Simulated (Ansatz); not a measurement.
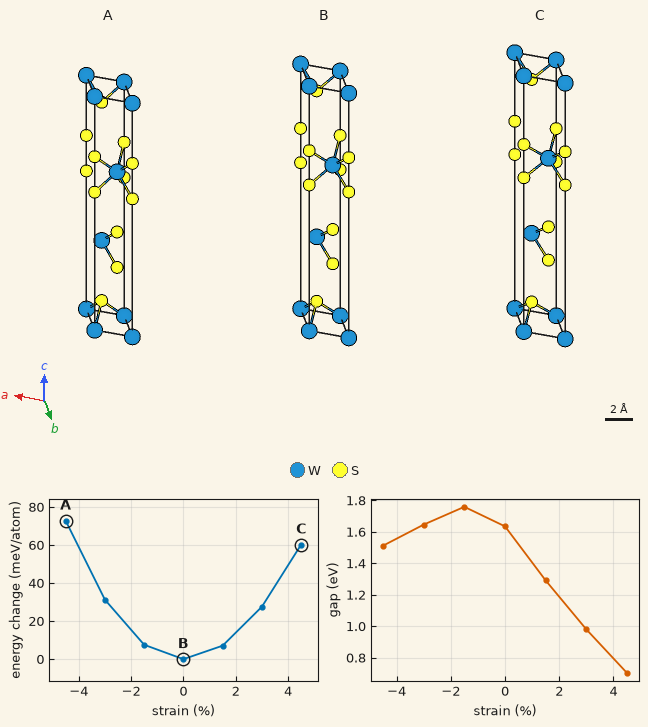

Members of a series of calculations on a crystal of WS2 (set up in R3m), marked on the first curve. Style: ball-and-stick. Shown: the cell of the calculation, from a free direction.

Computed with DFT PBE, scalar-relativistic, plane waves, PAW in Ansatz 0.2.0. Settings: plane-wave cutoff 420 eV; k-point mesh 12 × 12 × 2; occupations gaussian; smearing width 0.02 eV; no spin polarisation.

Question: Describe the series.

Answer: Equal strain along all axes, cell held, atoms relaxed. A (strain −4.5 %): energy change 72.8 meV/atom, volume 19.10 Å³ per atom, gap 1.51 eV. B (strain 0.0 %): energy change 0.0 meV/atom, volume 21.93 Å³ per atom, gap 1.64 eV. C (strain 4.5 %): energy change 60.3 meV/atom, volume 25.02 Å³ per atom, gap 0.70 eV. The rest compares A with C. The volume changes by +31.0 %, with a = b 3.044 → 3.331 Å (+9.4 %), c 21.414 → 23.432 Å (+9.4 %). Near-neighbour distances before and after: S–W 2.393 → 2.454 Å.
